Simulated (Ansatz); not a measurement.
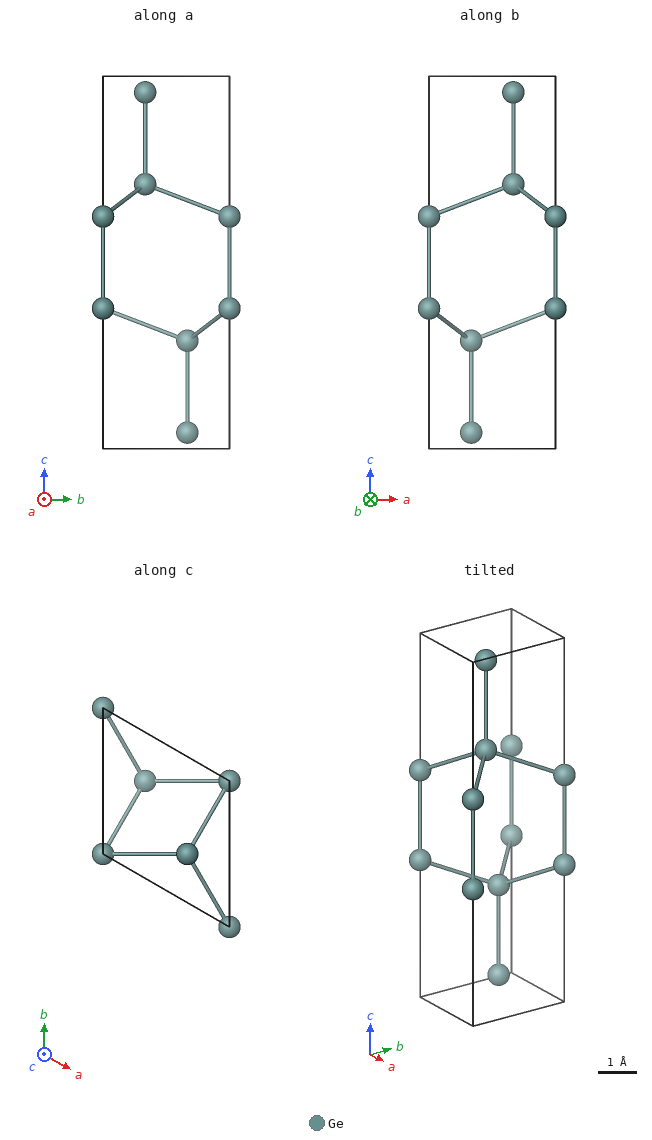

Structure drawing (ball-and-stick), viewed along the a axis, along the b axis, along the c axis and slightly off an axis. The wireframe shows the conventional unit cell.

Lattice parameters: a = 3.8916 Å, b = 3.8916 Å, c = 9.9305 Å, α = 90.000°, β = 90.000°, γ = 120.000°.

Write down what is shown as a CIF in P1 with every atom of the cell, with free fractional coordinates to two decimals.

```cif
data_structure
_symmetry_space_group_name_H-M 'P 1'
_symmetry_Int_Tables_number 1
_cell_length_a 3.8916
_cell_length_b 3.8916
_cell_length_c 9.9305
_cell_angle_alpha 90.000
_cell_angle_beta 90.000
_cell_angle_gamma 120.000
_cell_volume 130.24
loop_
_atom_site_label
_atom_site_type_symbol
_atom_site_fract_x
_atom_site_fract_y
_atom_site_fract_z
_atom_site_occupancy
Ge1 Ge 0.3333 0.6667 0.04 1
Ge2 Ge 0.3333 0.6667 0.29 1
Ge3 Ge 0.00 0.00 0.38 1
Ge4 Ge 0.00 0.00 0.62 1
Ge5 Ge 0.6667 0.3333 0.71 1
Ge6 Ge 0.6667 0.3333 0.96 1
```

Provenance: a structure type filled with this element by a generator (whether the element takes this form wasn't checked). The cell was then strained or its atoms displaced on purpose. It went into a calculation with Ansatz.

At this level of theory the cell isn't at rest (compressed, at 5 GPa), so its distances can differ from those at equilibrium, the more so the softer the solid.
